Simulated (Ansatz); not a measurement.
Fe

Input

```
crystal:
  lattice:
    - [0.0, 0.0, 3.8899090555]
    - [3.6909505797, 2.1309713107, 0.0]
    - [-3.6909505796, 2.1309713108, 0.0]
  atoms:
    - { symbol: Fe, position: [0.25, 0.3333333333, 0.3333333333], spin: 4.0 }
    - { symbol: Fe, position: [0.25, 0.6666666667, 1.0], spin: 4.0 }
    - { symbol: Fe, position: [0.25, 0.0, 0.6666666667], spin: 4.0 }
    - { symbol: Fe, position: [0.75, 0.3333333333, 0.0], spin: 4.0 }
    - { symbol: Fe, position: [0.75, 0.6666666667, 0.6666666667], spin: 4.0 }
    - { symbol: Fe, position: [0.75, 0.0, 0.3333333333], spin: 4.0 }
basis:
  ecutwfc: 420
kpoints:
  mp_grid: { grid: [10, 9, 9] }
hamiltonian:
  xc: pbe
scf:
  occupations: { method: gaussian, width: 0.1 }
output:
  forces: true
  stress: true
  eigenvalues: true
  populations: true
  write_density: true
  write_potential: true
  elf: true
  volumetric_format: npy
magnetization:
  spin_polarized: true
relax:
  adjacent_minimum: "off"
  f_tol: 0.015
  max_steps: 60
  cell: { stress_tol: 0.15 }
```

Run with:

```sh
ansatz run input.yaml --threads 1 --pin off --max-ram 2560MiB --backend cpu --events-out ev --progress --plain --runs-dir out
```

The fields are those of the relaxed geometry.

Space group P6₃/mmc; a structure from a database of computed crystals, not necessarily the ambient phase; the program warned that a starting moment wasn't kept; spin-polarised, but the moments vanished.

The calculation used DFT PBE, scalar-relativistic, plane waves, PAW (Ansatz).

Question: What can the converged valence pseudo-density and electron localisation function tell about the bonding?

Answer: Fe–Fe (2.46 Å): the density is about 0.37 e/Å³ at the midpoint; the ELF is about 0.30 at the midpoint.

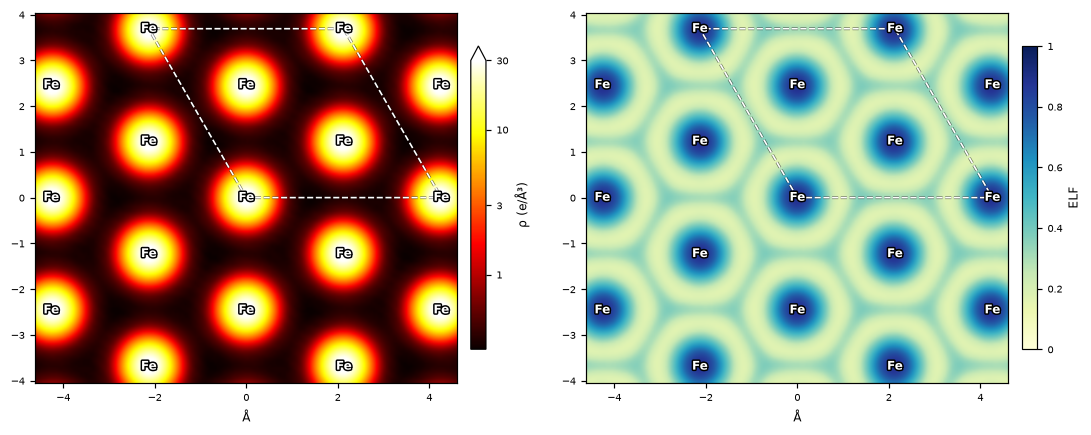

Computed valence pseudo-density and electron localisation function on the (100) plane of the calculation cell, in this order. 

In a PAW calculation such maps are meaningful between the atoms, not at the nuclei.
